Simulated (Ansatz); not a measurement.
Zr2Si3

Input

```
crystal:
  lattice:
    - [5.2060494141, 0.0, 0.0]
    - [0.0, 5.2060494141, 0.0]
    - [0.0, 0.0, 5.1579858674]
  atoms:
    - { symbol: Zr, position: [0.5, 0.5, 0.5] }
    - { symbol: Zr, position: [0.5, 0.5, 0.0] }
    - { symbol: Si, position: [0.5, 0.0, 0.0] }
    - { symbol: Si, position: [0.0, 0.5, 0.0] }
    - { symbol: Si, position: [0.0, 0.0, 0.0] }
basis:
  ecutwfc: 420
kpoints:
  mp_grid: { grid: [8, 8, 8] }
hamiltonian:
  xc: pbe
scf:
  occupations: { method: gaussian, width: 0.1 }
output:
  forces: true
  stress: true
  eigenvalues: true
  write_density: true
  write_potential: true
  elf: true
  volumetric_format: npy
relax:
  adjacent_minimum: "off"
  f_tol: 0.01
  max_steps: 80
  cell: { stress_tol: 0.05 }
```

Run with:

```sh
ansatz run input.yaml --threads 1 --pin off --max-ram 2560MiB --backend cpu --events-out ev --progress --plain --runs-dir out
```

Below, planes, directions and counts refer to the conventional cell (a = 5.18 Å, b = 5.18 Å, c = 5.13 Å, α = 90.00°, β = 90.00°, γ = 90.00°).

The fields are those of the run's last geometry, not of the input's.

Space group P4/mmm; a structure generated by program, which may or may not match a known phase.

These are results of DFT PBE, scalar-relativistic, plane waves, PAW in Ansatz 0.2.0, not measurements.

Question: Predict the valence pseudo-density and electron localisation function between the atoms.

Answer: Zr–Zr (2.56 Å): the density is about 0.47 e/Å³ at the midpoint; the ELF is about 0.25 at the midpoint: no shared electron pair shows on this line.
Zr–Si (2.59 Å): the density is about 0.39 e/Å³ at the midpoint; the ELF peaks at about 0.85 in the valence shell of Si, 0.9 Å from its nucleus, and is about 0.40 at the midpoint.

Question: Metal or insulator at this level of theory?

Answer: It is metallic or semimetallic at this level of theory: no gap opens.

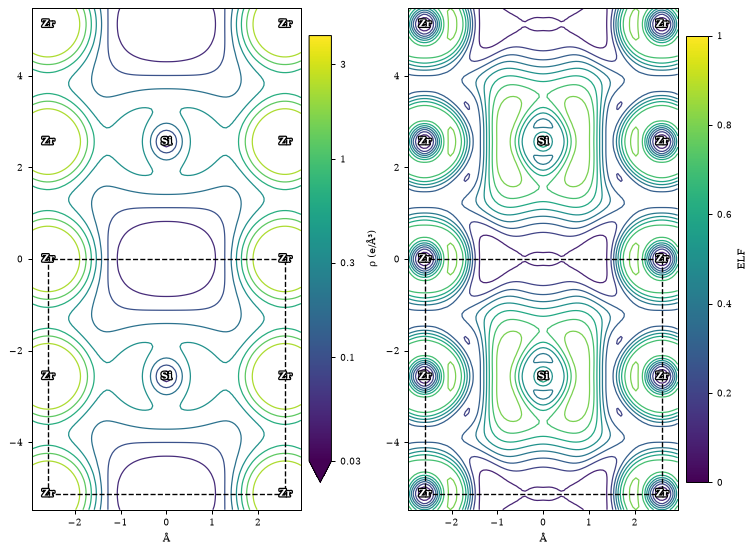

Computed valence pseudo-density and electron localisation function on the (100) plane of the conventional cell, in this order. 

In a PAW calculation such maps are meaningful between the atoms, not at the nuclei.
